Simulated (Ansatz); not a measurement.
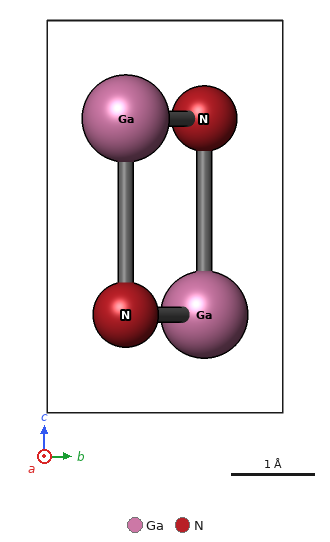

Fig. 1: The structure as given in the input (ball-and-stick view of the cell of the calculation, along the a axis).

## Wannier-function calculation of GaN

System: GaN (P6₃/mmc, 4 atoms in the cell).
Method: maximally localised Wannier functions of PBE bands, plane waves, PAW, no spin polarisation (Ansatz 0.2.0).

The structure was built on a prototype by a generator. The geometry comes from this level: r2SCAN. It belongs to a series of runs on one base structure; here: anion s p.

**Input**
```yaml
crystal:
  lattice:
    - [3.3000346593, 0.0, 0.0]
    - [-1.6500173297, 2.8579138483, 0.0]
    - [0.0, 0.0, 4.7558752947]
  atoms:
    - { symbol: Ga, position: [0.3333333333, 0.6666666667, 0.25] }
    - { symbol: Ga, position: [0.6666666667, 0.3333333333, 0.75] }
    - { symbol: "N", position: [0.6666666667, 0.3333333333, 0.25] }
    - { symbol: "N", position: [0.3333333333, 0.6666666667, 0.75] }
kpoints:
  mp_grid: { grid: [9, 9, 4] }
  band_path:
    path:
      - [[0.0, 0.0, 0.0], [0.5, -4.646583843822e-17, 1.172874438409e-33], [0.3333333333333, 0.3333333333333, 1.093578496388e-33], [0.0, 0.0, 0.0], [-1.326338648621e-50, -1.569806903185e-51, 0.5], [0.5, -4.646583843822e-17, 0.5], [0.3333333333333, 0.3333333333333, 0.5], [-1.326338648621e-50, -1.569806903185e-51, 0.5]]
      - [[0.5, -4.646583843822e-17, 0.5], [0.5, -4.646583843822e-17, 1.172874438409e-33]]
      - [[0.3333333333333, 0.3333333333333, 0.5], [0.3333333333333, 0.3333333333333, 1.093578496388e-33]]
    npoints: 10
hamiltonian:
  xc: pbe
scf:
  occupations: { method: fixed }
  n_extra_bands: 6
output:
  forces: false
  stress: false
  eigenvalues: true
  wannier:
    kmesh: [6, 6, 2]
    projections: [{ species: "N", l: s, shell: 2 }, { species: "N", l: p, shell: 2 }]
    minimise: true
    write_hr: true
    conv_tol: 1.0e-08
    max_iter: 3000
  write_density: true
  write_potential: true
  elf: true
  volumetric_format: npy
```

**File wannier.win**
```
! ansatz wannier90 interface
! projections by site (counted from 0) and shell: 2 2S, 3 2S, 2 2P, 3 2P
! states of the run's bands (counted from 1): 1-2, 13-18
! their least projectability: 0.3369
num_bands = 8
num_wann  = 8
num_iter  = 2000
conv_tol = 1e-8
conv_window = 5
guiding_centres = true
shell_list = 3 1
write_hr = true

begin unit_cell_cart
Ang
        3.300034659286764   2.8867601134134375e-11                      0.0
       -1.650017329668382       2.8579138482970285                      0.0
                      0.0                      0.0             4.7558752947
end unit_cell_cart

begin atoms_frac
Ga        0.3333333333333333       0.6666666666666666                     0.25
Ga        0.6666666666666666       0.3333333333333333                     0.75
N         0.6666666666666666       0.3333333333333333                     0.25
N         0.3333333333333333       0.6666666666666666                     0.75
end atoms_frac

mp_grid = 6 6 2
```

Launched with:
```bash
ansatz run input.yaml --threads 4 --pin off --max-ram 3686MiB --backend cpu --events-out ev --progress --plain --runs-dir out
```

**The program's output**
```
scf.n_extra_bands = 6 over 18 filled bands (N_el = 36.0): the run solves 24 bands
Engine: ansatz 0.2.0, x86_64-unknown-linux-gnu
Pseudopotentials: kind: paw
Pseudopotential: Ga, paw, valence charge 13, recommended cutoff 420 eV (normal), Ga.paw.azcp
Pseudopotential: N, paw, valence charge 5, recommended cutoff 420 eV (normal), N.paw.azcp
Functional definition: PBE
  parameter kappa = 0.804
  parameter beta = 0.06672455060314922
  exchange = pbe_x(kappa = kappa, mu = beta*pi^2/3)
  correlation = pbe_c(beta = beta)
Crystal: 4 atoms, lattice volume = 44.854 Å³
Basis set: ecut = 420 eV, 915 PW (Γ)
Bands: 24, of which v1, the nominal top of the filled ones, is band 18 counted from 1 (17 counted from 0)
Symmetry: 24 space group operations
Space group: P63/mmc (ITA 194), of the structure as read, at distance tolerance 3.6e-5 Å
k-points: 36 of 324
Non-local potential: Ga, projectors of the file, l = 0: 2, l = 1: 2, l = 2: 3, l = 3: 1
Non-local potential: N, projectors of the file, l = 0: 2, l = 1: 2, l = 2: 1
PAW form: soft (Blöchl's): semilocal exchange-correlation on the pseudo side does not see the compensation charge
PAW one-centre angular grid: Ga, 590 points (default); XC on 64 Gauss nodes
PAW one-centre angular grid: N, 110 points (default); XC on 64 Gauss nodes
Initial density: superposition of atomic densities (neutral atoms: chi_scale 0, normalization atom), corrected by the library's trained network
Initial wavefunctions: pseudopotential atomic-orbital guess
Functional: x = pbe(κ = 0.804, μ = 0.2195149727645171), c = pbe(β = 0.06672455060314922)
SCF iter   1: F=—  HF=-8334.862970 eV  |F-HF|=—  |Δ(HF+E_count)|=         —  Δρ=3.25e-3  dr2=4.42e-3  ethr=1.77e-3  ⟨swp⟩=4.2  Hψ=3044  notcnv=0  defer=110
preconditioner: auto → Resta (q_TF=auto, 2.630 Å⁻¹)  ε∞=4.6  [insulator: Δε(μ)=1.471 eV  Ē_g=17.621 eV  n_scr=20 (ndim 8)  ℏωp=33.3 eV  f_vac=0.014  ε∞_Penn≈4.6]
SCF iter   2: F=—  HF=-8334.862904 eV  |F-HF|=—  |Δ(HF+E_count)|=   6.65e-5  Δρ=1.01e-3  dr2=3.28e-4  ethr=1.23e-5  ⟨swp⟩=2.0  Hψ=1616  notcnv=0  defer=143
SCF iter   3: F=—  HF=-8334.863271 eV  |F-HF|=—  |Δ(HF+E_count)|=   3.67e-4  Δρ=5.36e-4  dr2=1.17e-4  ethr=9.11e-7  ⟨swp⟩=2.0  Hψ=1051  notcnv=0  defer=134
SCF iter   4: F=—  HF=-8334.863483 eV  |F-HF|=—  |Δ(HF+E_count)|=   2.11e-4  Δρ=1.22e-4  dr2=8.53e-6  ethr=3.25e-7  ⟨swp⟩=2.4  Hψ=1483  notcnv=0  defer=137
SCF iter   5: F=—  HF=-8334.863489 eV  |F-HF|=—  |Δ(HF+E_count)|=   6.38e-6  Δρ=8.33e-5  dr2=1.93e-6  ethr=2.37e-8  ⟨swp⟩=2.0  Hψ=1431  notcnv=0  defer=67
SCF iter   6: F=—  HF=-8334.863491 eV  |F-HF|=—  |Δ(HF+E_count)|=   1.85e-6  Δρ=1.97e-5  dr2=1.20e-7  ethr=5.35e-9  ⟨swp⟩=2.0  Hψ=1409  notcnv=0  defer=67
SCF iter   7: F=-8334.863491 eV  HF=-8334.863491 eV  |F-HF|=4.18e-10  |Δ(HF+E_count)|=   1.19e-7  Δρ=2.63e-6  dr2=2.41e-9  ethr=2.78e-10  ⟨swp⟩=7.6  Hψ=3584  notcnv=0
SCF 1 converged in 7 iterations: F = -8334.863491 eV  dr2 = 2.41e-9
  greatest PAW one-centre occupation: 0.996 electrons in one spin orbital (limit 2), on the Ga atom at site 1 (counted from 0), in its partial waves of l = 2
```

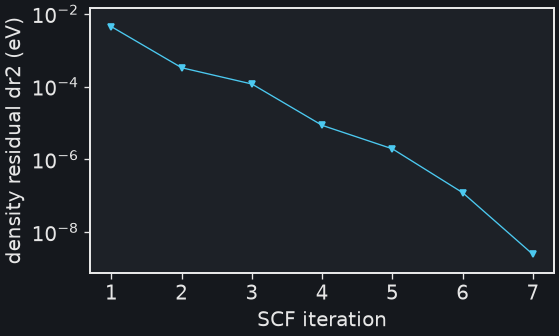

Fig. 2: Convergence of the self-consistent field: density residual dr2 against the SCF iteration. The residual falls at every step.

```
NSCF: frozen V_eff on 93 k-points
NSCF: frozen V_eff on 18 k-points
the Wannier pass solved 18 of the 72 points of its mesh, and has the states at the others by symmetry: states obtained by the crystal's operations at points that were solved too leave a residual of 3.65e-13 eV (read by the count's bands and the next), within 8.33e-6 eV
SCF converged after 7 iterations
Free energy (F): -8334.863491 eV
Harris-Foulkes:  -8334.863491 eV  (|F-HF|=4.18e-10)
Internal energy: -8334.863491 eV  (E = F + TS)
E sigma→0 (E₀):  -8334.863491 eV
Fermi energy:    10.582420 eV
--- Per-component energies (eV) ---
  E_band       = -1.953787
  E_kinetic    = 494.913739
  E_local      = -3860.810531  (includes V_loc(G=0)·N_el)
  E_nonlocal   = 950.039917
  E_hartree    = 1779.633821
  E_xc         = -257.405799
  E_vxc        = -268.089815  (∫ρ·V_xc dr)
  E_paw        = -4242.164457  (= ΣΔE_a)
  E_vpaw       = -877.275077  (= ΣTr[D̂ρ^β])
  E_aug_tail   = 0.000088  (compensation charges beyond the density's cutoff)
  E_ewald      = -3199.070269
  E_smearing   = -0.000000  (= −TS)
  E_closure    = -0.000000  (closes the sum)
  Σ components = -8334.863491   (vs F -8334.863491, Δ=0.00e0)
--- Band table (eV; the first three rows and the last of 36) ---
  k-point 0: bands = ["-6.1437", "-5.2352", "-3.6569", "-3.6569", "-3.6485", "-3.6485", "-3.4704", "-3.4704", "-3.4110", "-3.3170", "-3.3170", "-1.3496", "3.9836", "8.4830", "8.4830", "9.6556", "9.6556", "10.5824", "12.0408", "12.6435", "18.9038", "18.9038", "20.2070", "20.9409"]
  k-point 1: bands = ["-5.9330", "-5.2735", "-3.6728", "-3.6728", "-3.6619", "-3.6619", "-3.4316", "-3.4316", "-3.3597", "-3.3281", "-3.3281", "-2.0672", "5.0945", "8.6586", "8.6586", "9.1404", "9.4928", "9.4928", "13.1338", "13.4235", "18.9127", "18.9127", "19.4389", "20.2693"]
  k-point 2: bands = ["-5.5059", "-5.5059", "-3.6800", "-3.6800", "-3.6800", "-3.6800", "-3.3681", "-3.3681", "-3.3681", "-3.3681", "-3.0048", "-3.0048", "7.1450", "7.1450", "9.0808", "9.0808", "9.0808", "9.0808", "14.1503", "14.1503", "18.4723", "18.4723", "19.3128", "19.3128"]
  k-point 35: bands = ["-4.8491", "-4.8491", "-3.6383", "-3.6383", "-3.4531", "-3.4531", "-3.4303", "-3.4303", "-3.4068", "-3.4068", "-1.6319", "-1.6319", "3.4444", "3.4444", "5.3933", "5.3933", "10.0105", "10.0105", "16.1251", "16.1251", "18.1592", "18.1592", "18.6591", "18.6591"]
Wannier search: line search 1 of at most 3000: gauge-dependent spread (as the search counts it) 1.0664048 Å², largest recent change 4.3e-1 Å² and fall left 1.2e-3 Å² against conv_tol 1.0e-8 Å², 0 stops escaped
```

**File v_z.tsv**
```
# z_ang	v_es[eV]	v_tot[eV]
# format = ansatz-planar-average/11
# xc	pbe
# density_cutoff_ev	1680
# datasets	Ga=:simpson_from_first_knot:soft	N=:simpson_from_first_knot:soft
# lattice	3.300034659	0.000000000	0.000000000
# lattice	-1.650017330	2.857913848	0.000000000
# lattice	0.000000000	0.000000000	4.755875295
# sites	4
# site	31	-0.000000000	1.905275899	1.188968824
# site	31	1.650017330	0.952637949	3.566906471
# site	7	1.650017330	0.952637949	1.188968824
# site	7	-0.000000000	1.905275899	3.566906471
0.000000	1.192568e1	3.740610e0
0.148621	1.162660e1	3.402965e0
0.297242	1.058815e1	1.840307e0
0.445863	8.757255e0	-1.062416e0
0.594484	6.129765e0	-4.975023e0
0.743106	3.048677e0	-9.316404e0
0.891727	1.668246e-1	-1.315182e1
1.040348	-1.885083e0	-1.577780e1
1.188969	-2.619528e0	-1.669412e1
1.337590	-1.885083e0	-1.577780e1
1.486211	1.668246e-1	-1.315182e1
1.634832	3.048677e0	-9.316404e0
1.783453	6.129765e0	-4.975023e0
1.932074	8.757255e0	-1.062416e0
2.080695	1.058815e1	1.840307e0
2.229317	1.162660e1	3.402965e0
2.377938	1.192568e1	3.740610e0
2.526559	1.162660e1	3.402965e0
2.675180	1.058815e1	1.840307e0
2.823801	8.757255e0	-1.062416e0
2.972422	6.129765e0	-4.975023e0
3.121043	3.048677e0	-9.316404e0
3.269664	1.668246e-1	-1.315182e1
3.418285	-1.885083e0	-1.577780e1
3.566906	-2.619528e0	-1.669412e1
3.715528	-1.885083e0	-1.577780e1
3.864149	1.668246e-1	-1.315182e1
4.012770	3.048677e0	-9.316404e0
4.161391	6.129765e0	-4.975023e0
4.310012	8.757255e0	-1.062416e0
4.458633	1.058815e1	1.840307e0
4.607254	1.162660e1	3.402965e0
```

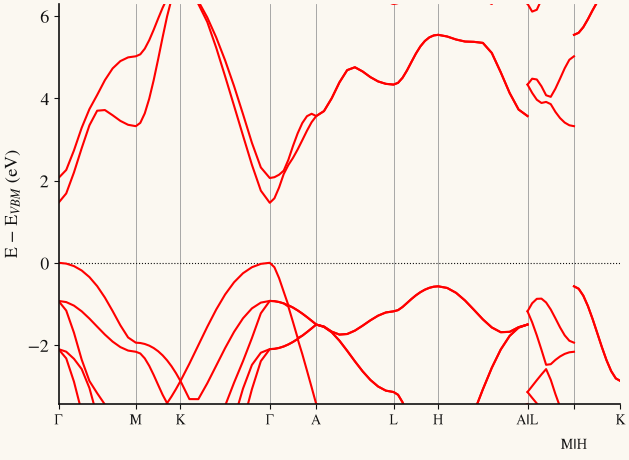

Fig. 3: Band structure along Γ–M–K–Γ–A–L–H–A|L–M|H–K, with energies from the valence-band top. There is a gap of 1.46 eV on this path, direct, at Γ.

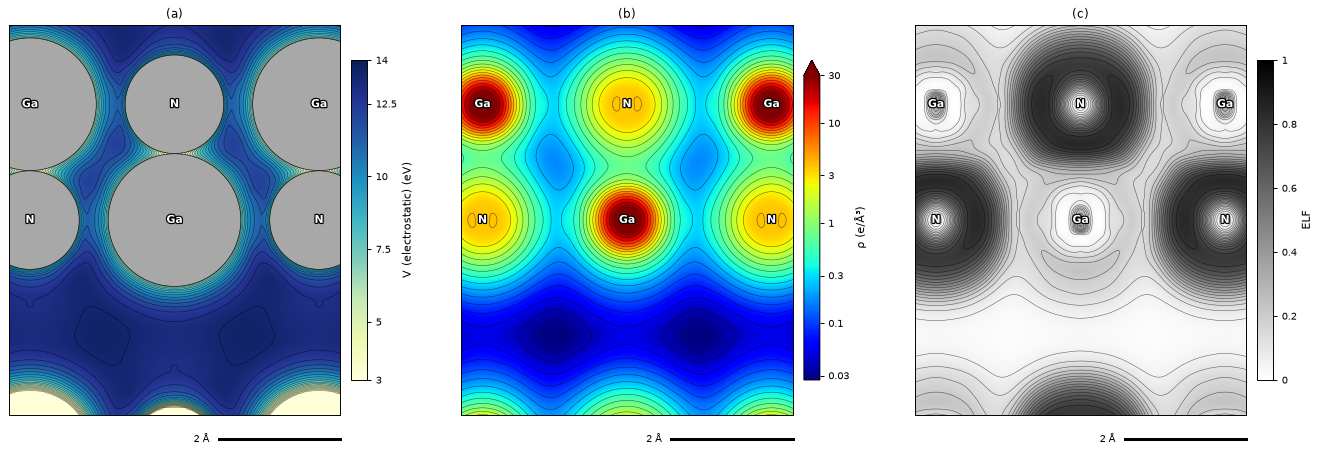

Fig. 4: (a) electrostatic potential (local pseudopotential plus Hartree) felt by an electron; (b) valence pseudo-density; (c) electron localisation function on the (110) plane of the conventional cell. Grey discs, where drawn, cover atomic cores. The plane passes through Ga and N nuclei. Ga–N (1.91 Å): the density is about 0.8 e/Å³ at the midpoint; the ELF is about 0.50 at the midpoint. Away from the nuclei the density in this plane falls to 0.03 e/Å³ at its lowest. Outside the cores the potential energy rises away from the atoms and is highest about 2.2 Å from the nearest atoms; outside the discs it spans about 10 eV, and its zero is arbitrary. Core electrons are frozen (PAW), so the fields are smoothed inside the atomic spheres.

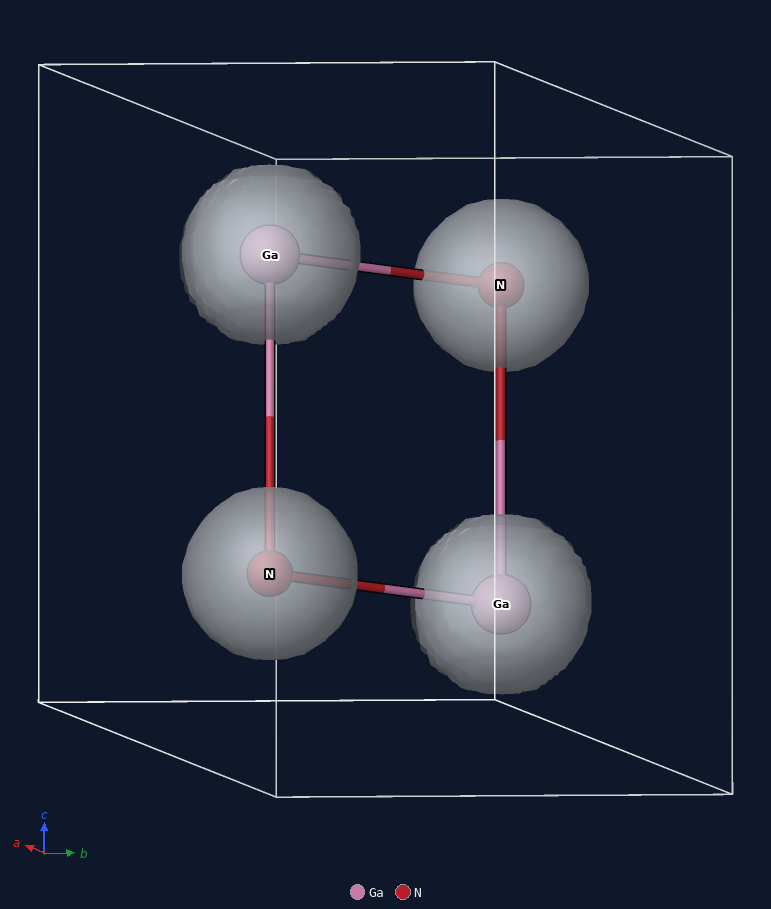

Fig. 5: Isosurface of the valence charge density (pseudo) at 1.5 e/Å³ (grey), seen at an oblique angle. Sticks mark near contacts. The outline is the cell set on symmetry axes. At this value the density breaks into separate islands; it holds about 60 % of the electrons treated as valence (semicore included). It is pinched off along the Ga–N (1.91 Å) contacts. On the grid the lowest density along these lines, outside the cores, is 0.79 e/Å³ (Ga–N, 1.91 Å).

**Results in brief**

| quantity | value |
| --- | --- |
| outcome | converged |
| space group (tolerance 0.01 Å) | P6₃/mmc (194) |
| electrons treated | 36 |
| free energy | −8334.8635 eV |
| total spread of the Wannier functions | 12.608 Å² |
| Fermi energy | 10.582 eV |
| gap on the k-point mesh | 1.46 eV |
| hardware | 4 threads of Intel Xeon @ 2.50GHz (Skylake/Cascade Lake), 189 GiB of memory available, shared host |
| wall time | 5.8 s (CPU time 12 s) |
| peak memory | 0.36 GiB |
